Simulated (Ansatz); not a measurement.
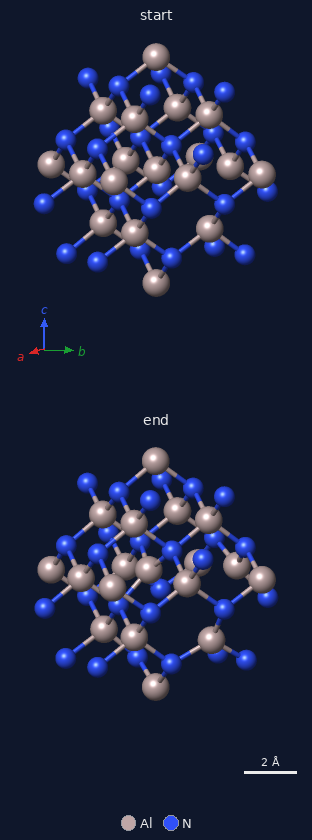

The structure of a defect cell of composition Al₃₁N₃₁ before (top) and after (bottom) a relaxation, at one scale.

A ball-and-stick model of the atoms within 5.0 Å of the atom that moves most (axes of the cell of the calculation (origin shifted)), seen slightly off an axis.

Computed with DFT, PBEsol, PAW, plane waves (Ansatz). Set-up: plane-wave cutoff 420 eV; k-point mesh 1 × 1 × 1; mesh shifted by (0.25, 0.25, 0.25); no spin polarisation; atoms relaxed in a fixed cell; force threshold 0.03 eV/Å; at most 80 steps.

### Summarise the run.

The atom that moves furthest is an Al atom (0.38 Å along [2 −3 2]). By element the largest moves are Al 0.38 Å, N 0.16 Å. The lattice vectors keep their values. Among the contacts that change: Al–N 1.962 → 1.816 Å, Al–N 1.925 → 1.794 Å, Al–N 1.815 → 1.927 Å, Al–N 1.897 → 1.794 Å. Among the angles between lasting bonds that change: Al–N–Al 111.1° → 98.5°, N–Al–N 108.0° → 119.4°, N–Al–N 108.5° → 119.4°. Over 7 geometry steps the energy falls by 1.627 eV per cell of the calculation. The largest force component goes from 1.7 to 0.0086 eV/Å.
